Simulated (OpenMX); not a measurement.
# A series of single points on AlNi

System: AlNi (2 atoms in the cell).
Method: Kohn-Sham DFT of a periodic cell, PBE, OpenMX 2013 PBE set, spin-polarised (OpenMX 3.8.5).

The 7 runs differ only in the geometry, by an even scaling of the cell at fixed fractional positions. The structure derives from an entry of the Crystallography Open Database.

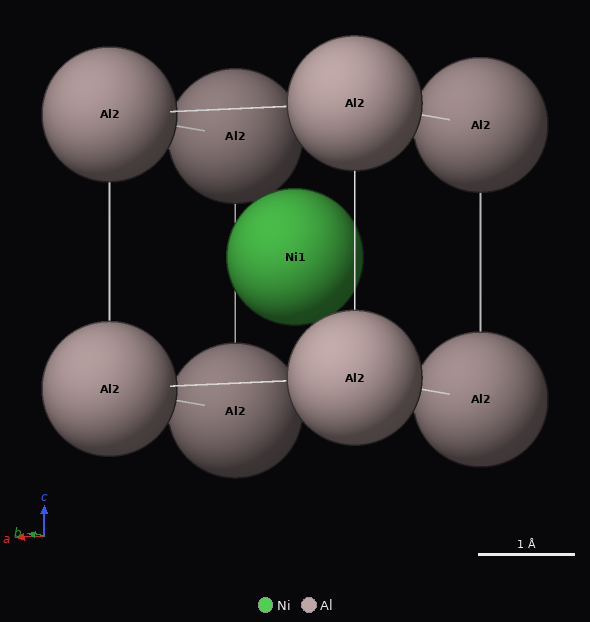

Figure 1. The structure of run 4 (spheres-only view of the cell of the calculation, seen at an oblique angle; atoms are numbered from 1 in the order of the input). An atom can appear more than once, as a periodic image.

### Input of run 4
```
System.CurrrentDirectory             ./
System.Name                          AlNi
DATA.PATH                            ./DFT_DATA13
level.of.stdout                      1
level.of.fileout                     0
Species.Number                       2
<Definition.of.Atomic.Species
  Ni  Ni6.0H-s3p2d2          Ni_PBE13H
  Al  Al7.0-s2p2d1           Al_PBE13
Definition.of.Atomic.Species>

Atoms.Number                         2
Atoms.SpeciesAndCoordinates.Unit     FRAC
<Atoms.SpeciesAndCoordinates
    1  Ni    0.5000000000    0.5000000000    0.5000000000   9.500  8.500
    2  Al    0.0000000000    0.0000000000    0.0000000000   1.500  1.500
Atoms.SpeciesAndCoordinates>

Atoms.UnitVectors.Unit               Ang
<Atoms.UnitVectors
     2.8810000000    0.0000000000    0.0000000000
     0.0000000000    2.8810000000    0.0000000000
     0.0000000000    0.0000000000    2.8810000000
Atoms.UnitVectors>

scf.XcType                           GGA-PBE
scf.SpinPolarization                 on
scf.ElectronicTemperature            580.226
scf.energycutoff                     500.0
scf.maxIter                          160
scf.EigenvalueSolver                 band
scf.Kgrid                            9 9 9
scf.Mixing.Type                      rmm-diisk
scf.Init.Mixing.Weight               0.01
scf.Min.Mixing.Weight                0.001
scf.Max.Mixing.Weight                0.2
scf.Mixing.History                   40
scf.Mixing.StartPulay                15
scf.criterion                        1.0e-8
scf.stress.tensor                    on
MD.Type                              nomd
```

Command:
```bash
openmx AlNi.dat -nt 1 > AlNi.std
```

Run 6 has the same physical settings and fractional positions; its lattice vectors (Å) are:
```
   2.918912    0.000000    0.000000
   0.000000    2.918912    0.000000
   0.000000    0.000000    2.918912
```

### Results, with one run withheld

```csv
run,volume per atom (Å³),"free energy per atom, from the lowest run given (meV)"
1,11.239,44.83
2,11.478,24.54
3,11.717,10.73
4,11.956,2.64
5,12.196,0.00
6,12.435,?
7,12.674,8.38
```

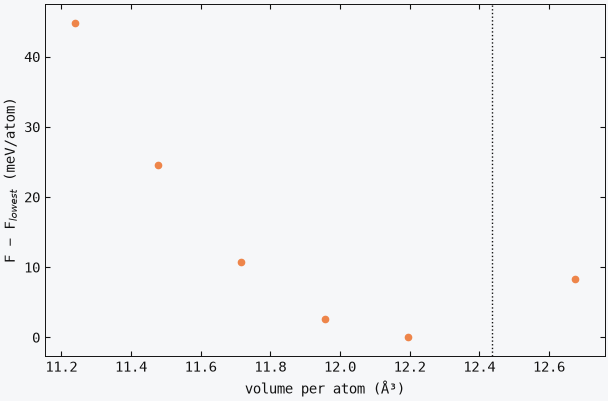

Figure 2. Free energy per atom of the runs given; the dotted line marks run 6.

Estimate the energy of run 6 from the others.

A cubic polynomial in V^(−2/3) (the Birch–Murnaghan form), fitted to the 6 runs given, misses them by at most 0.06 meV per atom. With x = V^(−2/3) − 0.19227 Å⁻², it reads F = 5.2081 + 2868.2 x + 3.9227e+05 x² + 1.3377e+05 x³ (meV per atom). At run 6 it gives 2.02 meV per atom, and the run itself gives 2.11. The fit has its minimum at 12.209 Å³ per atom, where V d²F/dV² gives 162 GPa: the bulk modulus at this level, since symmetry fixes the shape and the positions.

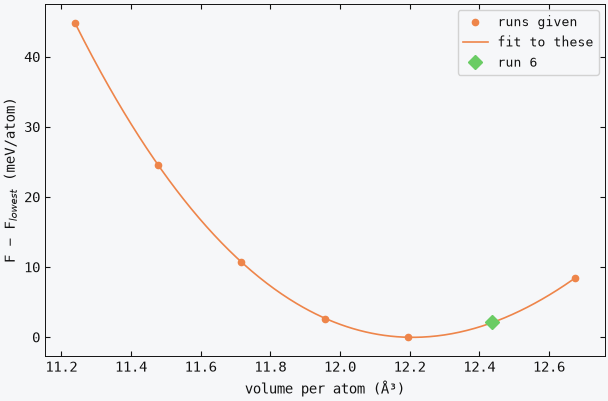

Figure 3. The fit and the withheld run.

### Some lines of the output (run 6)
```
[...]
  Cell_Volume =    167.826146005134 (Bohr^3)
        Total energy (Hartree) at MD = 1
   kloop=0
   kloop=1
   kloop=364
```

Notes: With a small basis of atomic orbitals these values can differ much from converged plane-wave results.
